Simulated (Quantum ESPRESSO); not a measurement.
# SiC(110), H on both faces, stepped through the number of layers, part 10 of 11

Aim: how the results for SiC(110), H on both faces change with the number of layers.

Quantum ESPRESSO 7.5; plane-wave DFT, PBE, GBRV ultrasoft pseudopotentials.

So far. Step 14 (Relaxation with pw.x, 9 layers): The relaxation lowers the energy by 3 meV an atom.

**17. Relaxing the ions, 11 layers**

System of this step: SiC(110), H on both faces, 11 layers. The cell holds 26 atoms: 4 H, 11 Si and 11 C. Its edges and angles: a = 4.378 Å, b = 3.096 Å, c = 33.876 Å, α = 90.0°, β = 90.0°, γ = 90.0°. It derives from SiC. Vacuum lies along c.

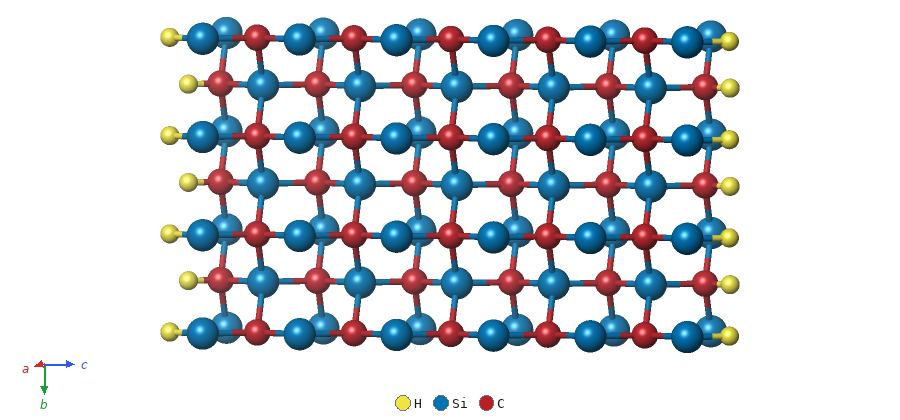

The cell of this step (hydrogen yellow, silicon blue, carbon red). 1×3×1 cells are drawn. Some periodic images of atoms are drawn too.

Input file m7.relax.in:

```
&control
  prefix = 'm7.relax'
  outdir = './out'
  pseudo_dir = './pseudo'
  nstep = 80
  forc_conv_thr = 0.0006
  calculation = 'relax'
/
&system
  ibrav = 0
  nat = 26
  ntyp = 3
  ecutwfc = 40
  ecutrho = 200
  occupations = 'smearing'
  smearing = 'fd'
  degauss = 0.002
/
&electrons
  conv_thr = 1e-08
  mixing_beta = 0.4
  electron_maxstep = 120
  mixing_mode = 'plain'
/
&ions
/
ATOMIC_SPECIES
  H   1.0080  h_pbe_v1.4.uspp.F.UPF
  Si  28.0850  si_pbe_v1.uspp.F.UPF
  C   12.0110  c_pbe_v1.2.uspp.F.UPF
CELL_PARAMETERS angstrom
  4.37818550200000 0.00000000000000 0.00000000000000
  0.00000000000000 3.09619996900000 0.00000000000000
  0.00000000000000 0.00000000000000 33.87598799449717
ATOMIC_POSITIONS crystal
  H   0.806231759000 0.000000000000 0.236084734482
  H   0.397632945500 0.500000000000 0.244518088542
  Si  0.000000000000 0.000000000000 0.271504821534
  C   0.250000000000 0.500000000000 0.271504821534
  Si  0.500000000000 0.500000000000 0.317203857228
  C   0.750000000000 0.000000000000 0.317203857228
  Si  0.000000000000 0.000000000000 0.362902892921
  C   0.250000000000 0.500000000000 0.362902892921
  Si  0.500000000000 0.500000000000 0.408601928614
  C   0.750000000000 0.000000000000 0.408601928614
  Si  0.000000000000 0.000000000000 0.454300964307
  C   0.250000000000 0.500000000000 0.454300964307
  Si  0.500000000000 0.500000000000 0.500000000000
  C   0.750000000000 0.000000000000 0.500000000000
  Si  0.000000000000 0.000000000000 0.545699035693
  C   0.250000000000 0.500000000000 0.545699035693
  Si  0.500000000000 0.500000000000 0.591398071386
  C   0.750000000000 0.000000000000 0.591398071386
  Si  0.000000000000 0.000000000000 0.637097107079
  C   0.250000000000 0.500000000000 0.637097107079
  Si  0.500000000000 0.500000000000 0.682796142772
  C   0.750000000000 0.000000000000 0.682796142772
  Si  0.000000000000 0.000000000000 0.728495178466
  C   0.250000000000 0.500000000000 0.728495178466
  H   0.397632945500 0.500000000000 0.755481911458
  H   0.806231759000 0.000000000000 0.763915265518
K_POINTS automatic
  4 8 1 0 0 0
```

Run with:

```sh
> OMP_NUM_THREADS=1 mpirun -n 4 pw.x -nk 2 -in m7.relax.in > m7.relax.out
```

The log of the run:

```text
[banner, memory and clock lines left out]
Program PWSCF v.7.5 starts
[...]
Message from routine setup:
[...]
number of electrons       =        92.00
     number of Kohn-Sham states=           55
     kinetic-energy cutoff     =      40.0000  Ry
     charge density cutoff     =     200.0000  Ry
[...]
number of k points=    15  Fermi-Dirac smearing, width (Ry)=  0.0020
[...]
Dense  grid:   148075 G-vectors     FFT dimensions: (  40,  27, 300)
[...]
negative rho (up, down):  1.201E-03 0.000E+00
     Starting wfcs are   92 randomized atomic wfcs
[...]
negative rho (up, down):  9.994E-04 0.000E+00
[...]
estimated scf accuracy    <       4.99259749 Ry
[...]
negative rho (up, down):  1.158E-03 0.000E+00
[...]
estimated scf accuracy    <       0.24329502 Ry
[...]
negative rho (up, down):  1.324E-03 0.000E+00
[...]
estimated scf accuracy    <       0.07393400 Ry
[...]
negative rho (up, down):  1.468E-03 0.000E+00
[...]
estimated scf accuracy    <       0.04241806 Ry
[...]
negative rho (up, down):  1.526E-03 0.000E+00
[...]
estimated scf accuracy    <       0.00697731 Ry
[...]
negative rho (up, down):  1.555E-03 0.000E+00
[...]
estimated scf accuracy    <       0.00084838 Ry
[...]
negative rho (up, down):  1.574E-03 0.000E+00
[...]
estimated scf accuracy    <       0.00007887 Ry
[...]
negative rho (up, down):  1.585E-03 0.000E+00
[...]
estimated scf accuracy    <       0.00000820 Ry
[...]
negative rho (up, down):  1.592E-03 0.000E+00
[...]
estimated scf accuracy    <       0.00000072 Ry
[...]
negative rho (up, down):  1.596E-03 0.000E+00
[...]
estimated scf accuracy    <       0.00000019 Ry
[...]
negative rho (up, down):  1.598E-03 0.000E+00
[...]
estimated scf accuracy    <       0.00000007 Ry
[...]
negative rho (up, down):  1.601E-03 0.000E+00
[...]
the Fermi energy is     3.0180 ev
!    total energy              =    -236.95985336 Ry
     estimated scf accuracy    <          6.2E-09 Ry
     smearing contrib. (-TS)   =      -0.00000000 Ry
     internal energy E=F+TS    =    -236.95985336 Ry
[...]
one-electron contribution =   -5204.14750138 Ry
     hartree contribution      =    2636.86771268 Ry
     xc contribution           =     -91.79532708 Ry
     ewald contribution        =    2422.11526242 Ry
     convergence has been achieved in  12 iterations
     negative rho (up, down):  1.601E-03 0.000E+00
[...]
Total force =     0.068166     Total SCF correction =     0.000195
[...]
negative rho (up, down):  1.615E-03 0.000E+00
[...]
negative rho (up, down):  1.605E-03 0.000E+00
[...]
estimated scf accuracy    <       0.00047746 Ry
[...]
negative rho (up, down):  1.601E-03 0.000E+00
[...]
estimated scf accuracy    <       0.00010185 Ry
[...]
negative rho (up, down):  1.599E-03 0.000E+00
[...]
estimated scf accuracy    <       0.00004351 Ry
[...]
negative rho (up, down):  1.598E-03 0.000E+00
[...]
estimated scf accuracy    <       0.00001016 Ry
[...]
negative rho (up, down):  1.598E-03 0.000E+00
[...]
estimated scf accuracy    <       0.00000245 Ry
[...]
negative rho (up, down):  1.598E-03 0.000E+00
[...]
estimated scf accuracy    <       0.00000022 Ry
[...]
negative rho (up, down):  1.598E-03 0.000E+00
[...]
estimated scf accuracy    <       0.00000004 Ry
[...]
negative rho (up, down):  1.598E-03 0.000E+00
[...]
the Fermi energy is     2.9808 ev
!    total energy              =    -236.96264143 Ry
     estimated scf accuracy    <          3.5E-09 Ry
     smearing contrib. (-TS)   =      -0.00000000 Ry
     internal energy E=F+TS    =    -236.96264143 Ry
[...]
one-electron contribution =   -5205.19565851 Ry
     hartree contribution      =    2637.26765176 Ry
     xc contribution           =     -91.79850312 Ry
     ewald contribution        =    2422.76386845 Ry
     convergence has been achieved in   8 iterations
     negative rho (up, down):  1.598E-03 0.000E+00
[...]
Total force =     0.023337     Total SCF correction =     0.000074
[...]
negative rho (up, down):  1.596E-03 0.000E+00
[...]
negative rho (up, down):  1.593E-03 0.000E+00
[...]
estimated scf accuracy    <       0.00012454 Ry
[...]
negative rho (up, down):  1.591E-03 0.000E+00
[...]
estimated scf accuracy    <       0.00002975 Ry
[...]
negative rho (up, down):  1.590E-03 0.000E+00
[...]
estimated scf accuracy    <       0.00001590 Ry
[...]
negative rho (up, down):  1.589E-03 0.000E+00
[...]
estimated scf accuracy    <       0.00000197 Ry
[...]
negative rho (up, down):  1.589E-03 0.000E+00
[...]
estimated scf accuracy    <       0.00000054 Ry
[...]
negative rho (up, down):  1.589E-03 0.000E+00
[...]
estimated scf accuracy    <       0.00000006 Ry
[...]
negative rho (up, down):  1.589E-03 0.000E+00
[...]
estimated scf accuracy    <       0.00000001 Ry
[...]
negative rho (up, down):  1.589E-03 0.000E+00
[...]
estimated scf accuracy    <          2.7E-09 Ry
[...]
negative rho (up, down):  1.589E-03 0.000E+00
[...]
the Fermi energy is     2.9855 ev
!    total energy              =    -236.96323076 Ry
     estimated scf accuracy    <          9.2E-10 Ry
     smearing contrib. (-TS)   =      -0.00000000 Ry
     internal energy E=F+TS    =    -236.96323076 Ry
[...]
one-electron contribution =   -5205.39659943 Ry
     hartree contribution      =    2637.37758032 Ry
     xc contribution           =     -91.80495966 Ry
     ewald contribution        =    2422.86074801 Ry
     convergence has been achieved in   9 iterations
     negative rho (up, down):  1.589E-03 0.000E+00
[...]
Total force =     0.016729     Total SCF correction =     0.000059
[...]
negative rho (up, down):  1.590E-03 0.000E+00
[...]
negative rho (up, down):  1.584E-03 0.000E+00
[...]
estimated scf accuracy    <       0.00025749 Ry
[...]
negative rho (up, down):  1.581E-03 0.000E+00
[...]
estimated scf accuracy    <       0.00003218 Ry
[...]
negative rho (up, down):  1.580E-03 0.000E+00
[...]
estimated scf accuracy    <       0.00001056 Ry
[...]
negative rho (up, down):  1.579E-03 0.000E+00
[...]
estimated scf accuracy    <       0.00000394 Ry
[...]
negative rho (up, down):  1.579E-03 0.000E+00
[...]
estimated scf accuracy    <       0.00000077 Ry
[...]
negative rho (up, down):  1.578E-03 0.000E+00
[...]
estimated scf accuracy    <       0.00000011 Ry
[...]
negative rho (up, down):  1.578E-03 0.000E+00
[...]
estimated scf accuracy    <       0.00000002 Ry
[...]
negative rho (up, down):  1.578E-03 0.000E+00
[...]
estimated scf accuracy    <          2.3E-09 Ry
[...]
negative rho (up, down):  1.578E-03 0.000E+00
[...]
the Fermi energy is     2.9917 ev
!    total energy              =    -236.96371187 Ry
     estimated scf accuracy    <          5.4E-10 Ry
     smearing contrib. (-TS)   =      -0.00000000 Ry
     internal energy E=F+TS    =    -236.96371187 Ry
[...]
one-electron contribution =   -5205.67794218 Ry
     hartree contribution      =    2637.53927565 Ry
     xc contribution           =     -91.81573387 Ry
     ewald contribution        =    2422.99068854 Ry
     convergence has been achieved in   9 iterations
     negative rho (up, down):  1.578E-03 0.000E+00
[...]
Total force =     0.013964     Total SCF correction =     0.000040
[...]
negative rho (up, down):  1.580E-03 0.000E+00
[...]
negative rho (up, down):  1.577E-03 0.000E+00
[...]
estimated scf accuracy    <       0.00012663 Ry
[...]
negative rho (up, down):  1.575E-03 0.000E+00
[...]
estimated scf accuracy    <       0.00001621 Ry
[...]
negative rho (up, down):  1.574E-03 0.000E+00
[...]
estimated scf accuracy    <       0.00000376 Ry
[...]
negative rho (up, down):  1.574E-03 0.000E+00
[...]
estimated scf accuracy    <       0.00000163 Ry
[...]
negative rho (up, down):  1.574E-03 0.000E+00
[...]
estimated scf accuracy    <       0.00000026 Ry
[...]
negative rho (up, down):  1.574E-03 0.000E+00
[...]
estimated scf accuracy    <       0.00000006 Ry
[...]
negative rho (up, down):  1.574E-03 0.000E+00
[...]
estimated scf accuracy    <          6.4E-09 Ry
[...]
negative rho (up, down):  1.574E-03 0.000E+00
[...]
estimated scf accuracy    <          8.5E-10 Ry
[...]
negative rho (up, down):  1.574E-03 0.000E+00
[...]
the Fermi energy is     2.9965 ev
!    total energy              =    -236.96394783 Ry
     estimated scf accuracy    <          1.8E-10 Ry
     smearing contrib. (-TS)   =      -0.00000000 Ry
     internal energy E=F+TS    =    -236.96394783 Ry
[...]
one-electron contribution =   -5206.26885274 Ry
     hartree contribution      =    2637.85448353 Ry
     xc contribution           =     -91.82303408 Ry
     ewald contribution        =    2423.27345546 Ry
     convergence has been achieved in   9 iterations
     negative rho (up, down):  1.574E-03 0.000E+00
[...]
Total force =     0.010283     Total SCF correction =     0.000027
[...]
negative rho (up, down):  1.576E-03 0.000E+00
[...]
negative rho (up, down):  1.575E-03 0.000E+00
[...]
estimated scf accuracy    <       0.00005986 Ry
[...]
negative rho (up, down):  1.574E-03 0.000E+00
[...]
estimated scf accuracy    <       0.00001044 Ry
[...]
negative rho (up, down):  1.574E-03 0.000E+00
[...]
estimated scf accuracy    <       0.00000487 Ry
[...]
negative rho (up, down):  1.574E-03 0.000E+00
[...]
estimated scf accuracy    <       0.00000128 Ry
[...]
negative rho (up, down):  1.574E-03 0.000E+00
[...]
estimated scf accuracy    <       0.00000013 Ry
[...]
negative rho (up, down):  1.574E-03 0.000E+00
[...]
estimated scf accuracy    <       0.00000003 Ry
[...]
negative rho (up, down):  1.574E-03 0.000E+00
[...]
estimated scf accuracy    <          4.2E-09 Ry
[...]
negative rho (up, down):  1.574E-03 0.000E+00
[...]
estimated scf accuracy    <          4.6E-10 Ry
[...]
negative rho (up, down):  1.574E-03 0.000E+00
[...]
the Fermi energy is     2.9965 ev
!    total energy              =    -236.96423836 Ry
     estimated scf accuracy    <          3.4E-11 Ry
     smearing contrib. (-TS)   =      -0.00000000 Ry
     internal energy E=F+TS    =    -236.96423836 Ry
[...]
one-electron contribution =   -5209.86978754 Ry
     hartree contribution      =    2639.64915366 Ry
     xc contribution           =     -91.83376445 Ry
     ewald contribution        =    2425.09015997 Ry
     convergence has been achieved in   9 iterations
     negative rho (up, down):  1.580E-03 0.000E+00
[...]
Total force =     0.006107     Total SCF correction =     0.000012
[...]
negative rho (up, down):  1.580E-03 0.000E+00
[...]
negative rho (up, down):  1.581E-03 0.000E+00
[...]
estimated scf accuracy    <       0.00002928 Ry
[...]
negative rho (up, down):  1.581E-03 0.000E+00
[...]
estimated scf accuracy    <       0.00000550 Ry
[...]
negative rho (up, down):  1.582E-03 0.000E+00
[...]
estimated scf accuracy    <       0.00000176 Ry
[...]
negative rho (up, down):  1.582E-03 0.000E+00
[...]
estimated scf accuracy    <       0.00000026 Ry
[...]
negative rho (up, down):  1.583E-03 0.000E+00
[...]
estimated scf accuracy    <       0.00000012 Ry
[...]
negative rho (up, down):  1.583E-03 0.000E+00
[...]
estimated scf accuracy    <       0.00000002 Ry
[...]
negative rho (up, down):  1.583E-03 0.000E+00
[...]
estimated scf accuracy    <          1.4E-09 Ry
[...]
negative rho (up, down):  1.583E-03 0.000E+00
[...]
estimated scf accuracy    <          2.0E-10 Ry
[...]
negative rho (up, down):  1.583E-03 0.000E+00
[...]
```

Run time: 19 min. Hardware: 4 MPI ranks of Arm Neoverse V1, shared host; peak memory 1.2 GiB.

The steps of the relaxation:

| step | energy less that of the first step (eV) | largest force (eV/Å) |
| --- | --- | --- |
| 1 | 0.0000 | 0.9276 |
| 2 | -0.0379 | 0.2865 |
| 3 | -0.0460 | 0.1840 |
| 4 | -0.0525 | 0.1666 |
| 5 | -0.0557 | 0.1190 |
| 6 | -0.0575 | 0.0719 |
| 7 | -0.0586 | 0.0597 |
| 8 | -0.0597 | 0.0583 |
| 9 | -0.0603 | 0.0442 |
| 10 | -0.0607 | 0.0357 |
| 11 | -0.0610 | 0.0301 |
| 12 | -0.0612 | 0.0200 |
| 13 | -0.0613 | 0.0151 |

The atoms that moved most (Å):

| atom | dx | dy | dz | length |
| --- | --- | --- | --- | --- |
| H2 | -0.044 | 0.000 | 0.034 | 0.056 |
| H25 | -0.044 | 0.000 | -0.034 | 0.056 |
| H1 | 0.026 | 0.000 | -0.039 | 0.047 |
| H26 | 0.026 | 0.000 | 0.039 | 0.047 |
| C24 | -0.025 | 0.000 | -0.032 | 0.041 |
| C4 | -0.025 | 0.000 | 0.032 | 0.041 |
| Si23 | 0.014 | 0.000 | -0.013 | 0.019 |
| Si3 | 0.014 | 0.000 | 0.013 | 0.019 |

The relaxation lowers the energy by 2 meV an atom.

Numbers from this step:

* free energy: -3224.0644 eV
* Fermi energy: 2.990 eV

**18. Ground state, 11 layers**

Input file m7.f0.in:

```
&control
  prefix = 'm7.f0'
  outdir = './out'
  pseudo_dir = './pseudo'
  calculation = 'scf'
  tprnfor = .true.
  tefield = .true.
  dipfield = .true.
/
&system
  ibrav = 0
  nat = 26
  ntyp = 3
  ecutwfc = 40
  ecutrho = 200
  occupations = 'smearing'
  smearing = 'fd'
  degauss = 0.002
  edir = 3
  emaxpos = 0.97
  eopreg = 0.04
  eamp = 0.0
  nbnd = 50
/
&electrons
  conv_thr = 1e-09
  mixing_beta = 0.4
  electron_maxstep = 120
  mixing_mode = 'plain'
/
ATOMIC_SPECIES
  H   1.0080  h_pbe_v1.4.uspp.F.UPF
  Si  28.0850  si_pbe_v1.uspp.F.UPF
  C   12.0110  c_pbe_v1.2.uspp.F.UPF
CELL_PARAMETERS angstrom
  4.37818550200000 0.00000000000000 0.00000000000000
  0.00000000000000 3.09619996900000 0.00000000000000
  0.00000000000000 0.00000000000000 33.87598799449717
ATOMIC_POSITIONS crystal
  H   0.812166795200 0.000000000000 0.234945631100
  H   0.387528338500 0.500000000000 0.245520943300
  Si  0.003089004600 0.000000000000 0.271878770600
  C   0.244361751500 0.500000000000 0.272460164300
  Si  0.501370384000 0.500000000000 0.317208421900
  C   0.750188144600 0.000000000000 0.317064269000
  Si  0.000874248000 0.000000000000 0.362830968400
  C   0.250770396000 0.500000000000 0.362858437800
  Si  0.500770481200 0.500000000000 0.408554342500
  C   0.750809299700 0.000000000000 0.408530244400
  Si  0.000691080300 0.000000000000 0.454266594200
  C   0.250732388200 0.500000000000 0.454260063700
  Si  0.500431431700 0.500000000000 0.500000000000
  C   0.750593353700 0.000000000000 0.500000000000
  Si  0.000691080300 0.000000000000 0.545733405800
  C   0.250732388200 0.500000000000 0.545739936300
  Si  0.500770481200 0.500000000000 0.591445657500
  C   0.750809299700 0.000000000000 0.591469755600
  Si  0.000874248000 0.000000000000 0.637169031600
  C   0.250770396000 0.500000000000 0.637141562200
  Si  0.501370384000 0.500000000000 0.682791578100
  C   0.750188144600 0.000000000000 0.682935731000
  Si  0.003089004600 0.000000000000 0.728121229400
  C   0.244361751500 0.500000000000 0.727539835700
  H   0.387528338500 0.500000000000 0.754479056700
  H   0.812166795200 0.000000000000 0.765054368900
K_POINTS automatic
  4 8 1 0 0 0
```

Run with:

```sh
> OMP_NUM_THREADS=1 mpirun -n 4 pw.x -nk 2 -in m7.f0.in > m7.f0.out
```

The log of the run:

```text
[banner, memory and clock lines left out]
Program PWSCF v.7.5 starts
[...]
number of electrons       =        92.00
     number of Kohn-Sham states=           50
     kinetic-energy cutoff     =      40.0000  Ry
     charge density cutoff     =     200.0000  Ry
[...]
number of k points=    18  Fermi-Dirac smearing, width (Ry)=  0.0020
[...]
Dense  grid:   148075 G-vectors     FFT dimensions: (  40,  27, 300)
[...]
negative rho (up, down):  1.200E-03 0.000E+00
[...]
Starting wfcs are   92 randomized atomic wfcs
[...]
negative rho (up, down):  9.956E-04 0.000E+00
[...]
estimated scf accuracy    <       5.01477771 Ry
[...]
negative rho (up, down):  1.160E-03 0.000E+00
[...]
estimated scf accuracy    <       0.25191370 Ry
[...]
negative rho (up, down):  1.338E-03 0.000E+00
[...]
estimated scf accuracy    <       0.06886589 Ry
[...]
negative rho (up, down):  1.470E-03 0.000E+00
[...]
estimated scf accuracy    <       0.02656725 Ry
[...]
negative rho (up, down):  1.524E-03 0.000E+00
[...]
estimated scf accuracy    <       0.00600314 Ry
[...]
negative rho (up, down):  1.551E-03 0.000E+00
[...]
estimated scf accuracy    <       0.00061818 Ry
[...]
negative rho (up, down):  1.567E-03 0.000E+00
[...]
estimated scf accuracy    <       0.00010367 Ry
[...]
negative rho (up, down):  1.577E-03 0.000E+00
[...]
estimated scf accuracy    <       0.00000454 Ry
[...]
negative rho (up, down):  1.583E-03 0.000E+00
[...]
estimated scf accuracy    <       0.00000110 Ry
[...]
negative rho (up, down):  1.587E-03 0.000E+00
[...]
estimated scf accuracy    <       0.00000037 Ry
[...]
negative rho (up, down):  1.589E-03 0.000E+00
[...]
estimated scf accuracy    <       0.00000021 Ry
[...]
negative rho (up, down):  1.590E-03 0.000E+00
[...]
estimated scf accuracy    <       0.00000001 Ry
[...]
negative rho (up, down):  1.591E-03 0.000E+00
[...]
Total length         61.4557 bohr
[...]
estimated scf accuracy    <          2.3E-09 Ry
[...]
negative rho (up, down):  1.592E-03 0.000E+00
[...]
Computed dipole along edir(3) :
        Dipole                0.0000 Ry au,          0.0001 Debye
        Dipole field          0.0000 Ry au,
        Potential amp.       -0.0000 Ry
        Total length         61.4557 bohr
[...]
the Fermi energy is     3.2555 ev
!    total energy              =    -236.96435932 Ry
     estimated scf accuracy    <          8.2E-10 Ry
     smearing contrib. (-TS)   =      -0.00000000 Ry
     internal energy E=F+TS    =    -236.96435932 Ry
[...]
one-electron contribution =   -5214.89678714 Ry
     hartree contribution      =    2642.14086970 Ry
     xc contribution           =     -91.84068943 Ry
     ewald contribution        =    2427.63224755 Ry
     electric field correction =       0.00000000 Ry
     convergence has been achieved in  14 iterations
     negative rho (up, down):  1.592E-03 0.000E+00
[...]
Total force =     0.001688     Total SCF correction =     0.000064
[...]
```

Run time: 2.5 min. Hardware: 4 MPI ranks; peak memory 1.1 GiB; 10 min of CPU time.

This step gave:

| Property | Result |
| --- | --- |
| Fermi energy | 3.256 eV |
| dipole along the normal | 2.08e-5 e·Å |
| valence top, on the run's zero | 2.303 eV |
| conduction bottom, on the run's zero | 3.912 eV |
| gap by band count | 1.609 eV |

(Part 10 of 11 ends here.)

[Logs are printed without paths, hosts, clocks, repeated set-up lines and the standing remarks that a program may print on its own settings, such as how far it seeks lower states.]

[Hosts, paths, dates, database ids (printed as entryN), source tags and the programs' standing remarks are cut or masked in the printed files.]

[Maps of the electrostatic potential energy from Ansatz leave out the sawtooth potential of an applied field or a dipole correction, so their vacuum need not be flat; planar profiles and work functions include it.]
